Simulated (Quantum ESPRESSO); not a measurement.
# MoS₂: single-point calculation (part 2 of 2)

Continued. System: MoS₂ (P-6m2, 3 atoms in the cell). Method: Kohn-Sham DFT of a periodic cell, r2SCAN, SG15 PBE 1.2, no spin polarisation (Quantum ESPRESSO 7.5); cutoff 952.4 eV, 7×7×1 k-mesh, fermi-dirac of 0.05 eV. The structure derives from a Materials Project entry. The volume is scaled by 1.02.

Geometry of the input (Å; fractional positions):
```
3.2052  0.0000  0.0000
-1.6026  2.7758  0.0000
0.0000  0.0000  17.4494
Mo 0.0000  0.0000  0.0000
S  0.3333  0.6667  0.9105
S  0.3333  0.6667  0.0895
```

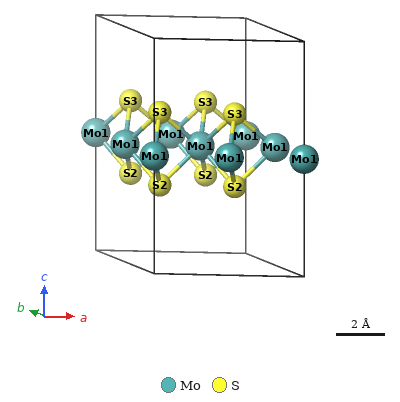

The structure (ball-and-stick view of the 2 × 2 repeat of the cell, with the vacuum cut short, seen slightly off an axis; atoms are numbered from 1 in the order of the input). An atom can appear more than once, as a periodic image.

## Log, continued
```
     total energy              =    -178.26223302 Ry
     estimated scf accuracy    <       0.03385337 Ry

     iteration # 19     ecut=    70.00 Ry     beta= 0.50
     Davidson diagonalization with overlap
     ethr =  1.30E-04,  avg # of iterations = 10.6

     negative rho (up,down):  7.173E-03 0.000E+00

     total energy              =    -178.28225376 Ry
     estimated scf accuracy    <       0.00414232 Ry

     iteration # 20     ecut=    70.00 Ry     beta= 0.50
     Davidson diagonalization with overlap
     c_bands:  1 eigenvalues not converged
     ethr =  1.59E-05,  avg # of iterations = 11.1

     negative rho (up,down):  1.249E-03 0.000E+00

     total energy              =    -178.28722069 Ry
     estimated scf accuracy    <       0.00467727 Ry

     iteration # 21     ecut=    70.00 Ry     beta= 0.50
     Davidson diagonalization with overlap
     ethr =  1.59E-05,  avg # of iterations =  8.5

     negative rho (up,down):  4.953E-04 0.000E+00

     total energy              =    -178.28607076 Ry
     estimated scf accuracy    <       0.00336498 Ry

     iteration # 22     ecut=    70.00 Ry     beta= 0.50
     Davidson diagonalization with overlap
     ethr =  1.29E-05,  avg # of iterations = 10.0

     negative rho (up,down):  1.350E-03 0.000E+00

     total energy              =    -178.28696905 Ry
     estimated scf accuracy    <       0.00133053 Ry

     iteration # 23     ecut=    70.00 Ry     beta= 0.50
     Davidson diagonalization with overlap
     ethr =  5.12E-06,  avg # of iterations = 10.5

     negative rho (up,down):  8.177E-05 0.000E+00

     total energy              =    -178.28790783 Ry
     estimated scf accuracy    <       0.00037686 Ry

     iteration # 24     ecut=    70.00 Ry     beta= 0.50
     Davidson diagonalization with overlap
     ethr =  1.45E-06,  avg # of iterations =  9.8

     negative rho (up,down):  3.943E-05 0.000E+00

     total energy              =    -178.28800061 Ry
     estimated scf accuracy    <       0.00001818 Ry

     iteration # 25     ecut=    70.00 Ry     beta= 0.50
     Davidson diagonalization with overlap
     ethr =  6.99E-08,  avg # of iterations =  5.4

     negative rho (up,down):  5.702E-05 0.000E+00

     total energy              =    -178.28802197 Ry
     estimated scf accuracy    <       0.00000084 Ry

     iteration # 26     ecut=    70.00 Ry     beta= 0.50
     Davidson diagonalization with overlap
     ethr =  3.22E-09,  avg # of iterations =  6.4

     negative rho (up,down):  2.914E-05 0.000E+00

     total energy              =    -178.28802505 Ry
     estimated scf accuracy    <       0.00000011 Ry

     iteration # 27     ecut=    70.00 Ry     beta= 0.50
     Davidson diagonalization with overlap
     ethr =  4.11E-10,  avg # of iterations =  4.4

     End of self-consistent calculation

          k = 0.0000 0.0000 0.0000 ( 10227 PWs)   bands (ev):

   -63.8642 -36.9835 -36.8053 -36.8053 -15.3044 -13.9452  -6.3094  -3.2749
    -3.2749  -2.3455  -2.1378  -2.1378  -0.4243   2.3900   2.3900   2.6032
     2.6032   5.4498   5.8476   6.1078

          k = 0.0000 0.1650 0.0000 ( 10310 PWs)   bands (ev):

   -63.8575 -36.9697 -36.8749 -36.8212 -15.0103 -13.8281  -5.9828  -3.8815
    -3.3422  -2.9732  -2.5689  -1.6629  -0.6505   2.0496   2.2220   2.3049
     2.8594   5.9259   6.2446   7.0756

          k = 0.0000 0.3299 0.0000 ( 10360 PWs)   bands (ev):

   -63.8424 -37.0286 -36.9383 -36.8566 -14.2744 -13.5387  -5.7128  -4.5846
    -4.4724  -3.3052  -2.2730  -2.0461  -1.3652   1.8713   1.8780   2.8141
     3.5861   6.9839   7.3111   8.0770

          k = 0.0000 0.4949 0.0000 ( 10400 PWs)   bands (ev):

   -63.8302 -37.1492 -36.9131 -36.8849 -13.5682 -13.2720  -6.3361  -5.2897
    -4.6630  -3.7692  -2.4208  -1.7285  -1.2789   1.7996   2.2382   3.5385
     3.9510   6.4627   7.9663   8.1161

          k = 0.1429 0.0825 0.0000 ( 10310 PWs)   bands (ev):

   -63.8575 -36.9697 -36.8749 -36.8212 -15.0103 -13.8281  -5.9828  -3.8815
    -3.3422  -2.9732  -2.5689  -1.6629  -0.6505   2.0496   2.2220   2.3049
     2.8594   5.9259   6.2446   7.0755

          k = 0.1429 0.2474 0.0000 ( 10354 PWs)   bands (ev):

   -63.8466 -36.9766 -36.9470 -36.8568 -14.4922 -13.6219  -5.5993  -4.4837
    -3.9859  -3.5563  -2.6240  -1.5709  -1.1532   1.6545   2.0728   2.2443
     3.6103   6.7036   6.9952   7.9626

          k = 0.1429 0.4124 0.0000 ( 10396 PWs)   bands (ev):

   -63.8329 -37.0939 -36.9187 -36.9083 -13.7469 -13.3266  -5.8850  -5.1128
    -4.4632  -3.8746  -2.7352  -2.0704  -1.2558   1.7793   2.1411   2.8724
     4.0782   7.5520   8.1731   8.2399

          k = 0.1429 0.5774 0.0000 ( 10398 PWs)   bands (ev):

   -63.8268 -37.1448 -36.9318 -36.9061 -13.3621 -13.1767  -6.1574  -5.6431
    -4.6235  -3.8008  -2.7317  -2.4663  -0.9003   1.7444   2.5494   3.3618
     4.0115   6.3938   9.0989   9.2036

          k = 0.1429-0.4124 0.0000 ( 10396 PWs)   bands (ev):

   -63.8329 -37.0939 -36.9187 -36.9083 -13.7469 -13.3266  -5.8850  -5.1128
    -4.4632  -3.8746  -2.7352  -2.0704  -1.2558   1.7793   2.1411   2.8724
     4.0782   7.5520   8.1731   8.2399

          k = 0.1429-0.2474 0.0000 ( 10354 PWs)   bands (ev):

   -63.8466 -36.9766 -36.9470 -36.8568 -14.4922 -13.6219  -5.5993  -4.4837
    -3.9859  -3.5563  -2.6240  -1.5709  -1.1532   1.6545   2.0728   2.2443
     3.6103   6.7036   6.9952   7.9626

          k = 0.1429-0.0825 0.0000 ( 10310 PWs)   bands (ev):

   -63.8575 -36.9697 -36.8749 -36.8212 -15.0103 -13.8281  -5.9828  -3.8815
    -3.3422  -2.9732  -2.5689  -1.6629  -0.6505   2.0496   2.2220   2.3049
     2.8594   5.9259   6.2446   7.0756

          k = 0.2857 0.1650 0.0000 ( 10360 PWs)   bands (ev):

   -63.8424 -37.0286 -36.9383 -36.8566 -14.2744 -13.5387  -5.7128  -4.5846
    -4.4724  -3.3052  -2.2730  -2.0461  -1.3652   1.8713   1.8780   2.8141
     3.5861   6.9839   7.3111   8.0770

          k = 0.2857 0.3299 0.0000 ( 10396 PWs)   bands (ev):

   -63.8329 -37.0939 -36.9187 -36.9083 -13.7469 -13.3266  -5.8850  -5.1128
    -4.4632  -3.8746  -2.7352  -2.0704  -1.2558   1.7793   2.1411   2.8724
     4.0782   7.5520   8.1731   8.2399

          k = 0.2857 0.4949 0.0000 ( 10360 PWs)   bands (ev):

   -63.8253 -37.0989 -36.9975 -36.9030 -13.2798 -13.1231  -5.8872  -5.6110
    -4.3609  -4.0081  -3.6725  -2.5455  -0.7593   1.4618   2.8615   2.8798
     4.4239   7.1457   8.0342   9.4337

          k = 0.2857 0.6598 0.0000 ( 10360 PWs)   bands (ev):

   -63.8253 -37.0989 -36.9975 -36.9030 -13.2798 -13.1231  -5.8872  -5.6110
    -4.3609  -4.0081  -3.6725  -2.5455  -0.7593   1.4618   2.8615   2.8798
     4.4239   7.1457   8.0342   9.4337

          k = 0.2857-0.3299 0.0000 ( 10396 PWs)   bands (ev):

   -63.8329 -37.0939 -36.9187 -36.9083 -13.7469 -13.3266  -5.8850  -5.1128
    -4.4632  -3.8746  -2.7352  -2.0704  -1.2558   1.7793   2.1411   2.8724
     4.0782   7.5520   8.1731   8.2400

          k = 0.2857-0.1650 0.0000 ( 10360 PWs)   bands (ev):

   -63.8424 -37.0286 -36.9383 -36.8566 -14.2744 -13.5387  -5.7128  -4.5846
    -4.4724  -3.3052  -2.2730  -2.0461  -1.3652   1.8713   1.8780   2.8141
     3.5861   6.9839   7.3111   8.0769

          k = 0.2857-0.0000 0.0000 ( 10354 PWs)   bands (ev):

   -63.8466 -36.9766 -36.9470 -36.8568 -14.4922 -13.6219  -5.5993  -4.4837
    -3.9859  -3.5563  -2.6240  -1.5709  -1.1532   1.6545   2.0728   2.2443
     3.6103   6.7036   6.9952   7.9625

          k = 0.4286 0.2474 0.0000 ( 10400 PWs)   bands (ev):

   -63.8302 -37.1492 -36.9131 -36.8849 -13.5682 -13.2720  -6.3361  -5.2897
    -4.6630  -3.7692  -2.4208  -1.7285  -1.2789   1.7995   2.2382   3.5385
     3.9510   6.4627   7.9663   8.1161

          k = 0.4286 0.4124 0.0000 ( 10398 PWs)   bands (ev):

   -63.8268 -37.1448 -36.9318 -36.9061 -13.3621 -13.1768  -6.1574  -5.6431
    -4.6235  -3.8008  -2.7317  -2.4663  -0.9003   1.7444   2.5494   3.3618
     4.0115   6.3938   9.0989   9.2036

          k = 0.4286 0.5774 0.0000 ( 10360 PWs)   bands (ev):

   -63.8253 -37.0989 -36.9975 -36.9030 -13.2798 -13.1231  -5.8872  -5.6110
    -4.3609  -4.0081  -3.6725  -2.5455  -0.7593   1.4618   2.8615   2.8798
     4.4239   7.1457   8.0342   9.4337

          k = 0.4286 0.7423 0.0000 ( 10398 PWs)   bands (ev):

   -63.8268 -37.1448 -36.9318 -36.9061 -13.3621 -13.1768  -6.1574  -5.6431
    -4.6235  -3.8008  -2.7317  -2.4663  -0.9003   1.7444   2.5494   3.3618
     4.0115   6.3937   9.0989   9.2036

          k = 0.4286-0.2474 0.0000 ( 10400 PWs)   bands (ev):

   -63.8302 -37.1492 -36.9131 -36.8849 -13.5682 -13.2720  -6.3361  -5.2897
    -4.6630  -3.7692  -2.4208  -1.7285  -1.2789   1.7995   2.2382   3.5385
     3.9510   6.4627   7.9663   8.1161

          k = 0.4286-0.0825 0.0000 ( 10396 PWs)   bands (ev):

   -63.8329 -37.0939 -36.9187 -36.9083 -13.7469 -13.3266  -5.8850  -5.1128
    -4.4632  -3.8746  -2.7352  -2.0704  -1.2558   1.7793   2.1411   2.8724
     4.0782   7.5520   8.1731   8.2399

          k = 0.4286 0.0825 0.0000 ( 10396 PWs)   bands (ev):

   -63.8329 -37.0939 -36.9187 -36.9083 -13.7469 -13.3266  -5.8850  -5.1128
    -4.4632  -3.8746  -2.7352  -2.0704  -1.2558   1.7793   2.1411   2.8724
     4.0782   7.5520   8.1730   8.2399

     the Fermi energy is     0.4741 ev

!    total energy              =    -178.28802819 Ry
     estimated scf accuracy    <          7.9E-09 Ry
     smearing contrib. (-TS)   =      -0.00000000 Ry
     internal energy E=F+TS    =    -178.28802819 Ry

     The total energy is F=E-TS. E is the sum of the following terms:
     one-electron contribution =    -900.03114601 Ry
     hartree contribution      =     450.15586706 Ry
     xc contribution           =     -24.70507457 Ry
     ewald contribution        =     296.29232532 Ry

     convergence has been achieved in  27 iterations

     Computing stress (Cartesian axis) and pressure

          total   stress  (Ry/bohr**3)                   (kbar)     P=      -10.38
  -0.00007287   0.00000000   0.00000000          -10.72        0.00        0.00
   0.00000000  -0.00007288   0.00000000            0.00      -10.72        0.00
   0.00000000   0.00000000  -0.00006584            0.00        0.00       -9.69

=------------------------------------------------------------------------------=
   JOB DONE.
=------------------------------------------------------------------------------=
```

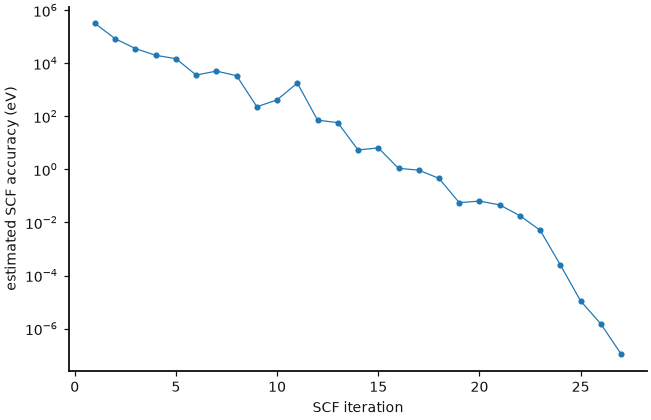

Convergence of the self-consistent field: estimated SCF accuracy against the iteration. The field takes 27 iterations in all.

## Summary

| quantity | value |
| --- | --- |
| outcome | converged |
| space group (tolerance 0.01 Å) | P-6m2 (187) |
| electrons treated | 26 |
| free energy | −2425.7322 eV |
| Fermi energy | 0.474 eV |
| gap on the k-point mesh | 1.89 eV |
| pressure | −1.04 GPa |
| wall time | 5 min (CPU time 20 min) |
| peak memory | 0.52 GiB |

Further notes kept with the run: potentials made for another functional. Notes on the run: negative rho. Points of doubt noted for this run: coarse mesh; potentials made for another functional.
